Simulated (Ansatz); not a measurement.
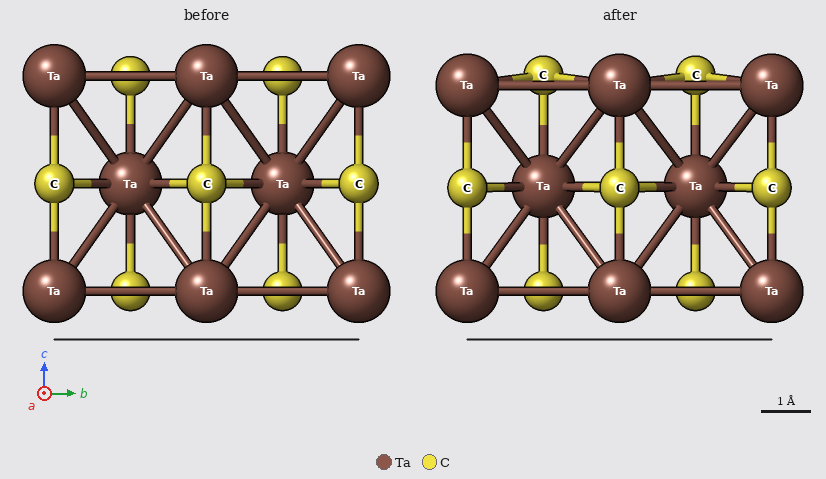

The structure of a slab of composition TaC (cut from the Fm-3m phase) before (left) and after (right) a constrained relaxation, at one scale.

A ball-and-stick model of the cell of the calculation, outlined in the plane, without the vacuum (origin shifted), seen along the a axis.

Case: clean slab, lower planes held. The slab is the (1 0 0) face of TaC. 8 atoms are held fixed.

Method: Ansatz, DFT PBE+D3(BJ), scalar-relativistic, plane waves, PAW. (plane-wave cutoff 420 eV; k-point mesh 3 × 3 × 1; occupations gaussian; smearing width 0.1 eV; no spin polarisation; dipole correction; atoms relaxed in a fixed cell; force threshold 0.03 eV/Å; at most 70 steps)

Describe what moved and what it gained.

Answer. Over 4 geometry steps the energy falls by 1.047 eV per cell of the calculation. Largest force component: 2.4 eV/Å at the start, 0.012 eV/Å at the end. The largest moves, 0.20 Å, are those of Ta atoms. By element the largest moves are Ta 0.20 Å, C 0.09 Å. The lattice vectors keep their values. Among the contacts that change: C–Ta 2.222 → 2.117 Å, Ta–Ta 3.143 → 3.047 Å, C–Ta 2.222 → 2.290 Å, C–Ta 2.222 → 2.164 Å. Bond angles that change, for instance: Ta–C–Ta 180.0° → 169.4°, Ta–C–Ta 90.0° → 84.7°. Cost: 65 s on 4 threads of Arm Neoverse V1, with other jobs on the host, peak memory 1.6 GiB.
